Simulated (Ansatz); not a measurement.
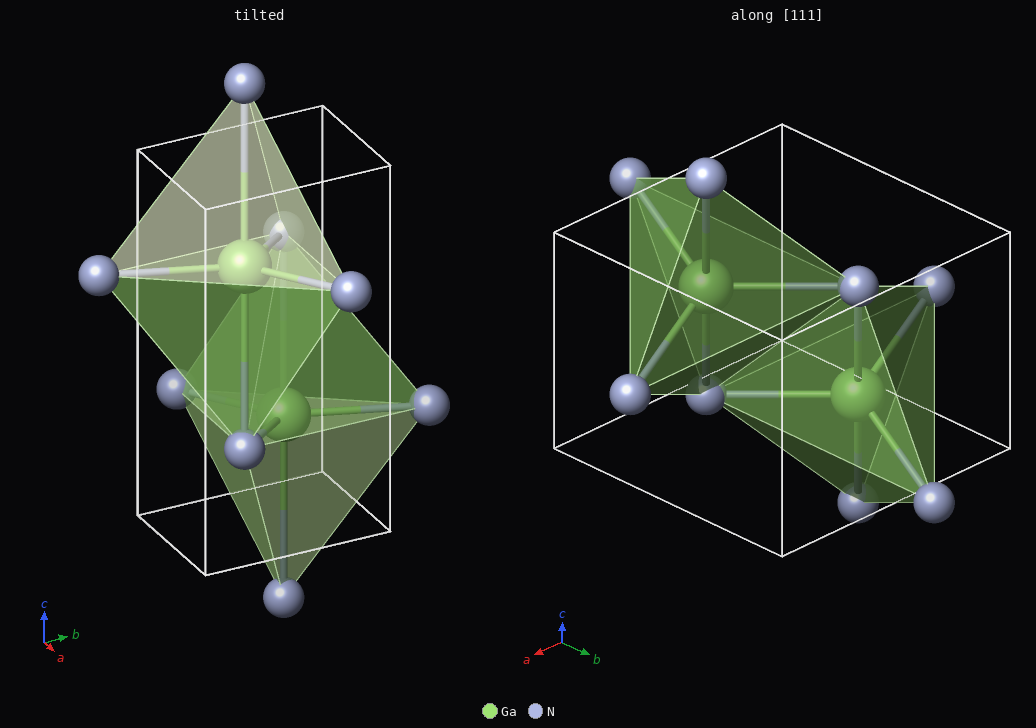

Crystal structure, polyhedral style, seen slightly off an axis and along [111]. The wireframe shows the conventional unit cell. Some neighbours outside the box are added.

It has the composition GaN. The symmetry is that of P6_3/mmc (No. 194), on a primitive hexagonal lattice. The cell comprises 2 formula units: 2 Ga, 2 N. Counting contacts within bonding distance, the coordination numbers are Ga 5 and N 5.

Starting structure: a structure listed in the Materials Project, with elements exchanged, so it need not be a known form of the compound. The picture shows the end point of a geometry optimisation with DFT r2SCAN, scalar-relativistic, plane waves, PAW (Ansatz 0.2.0).
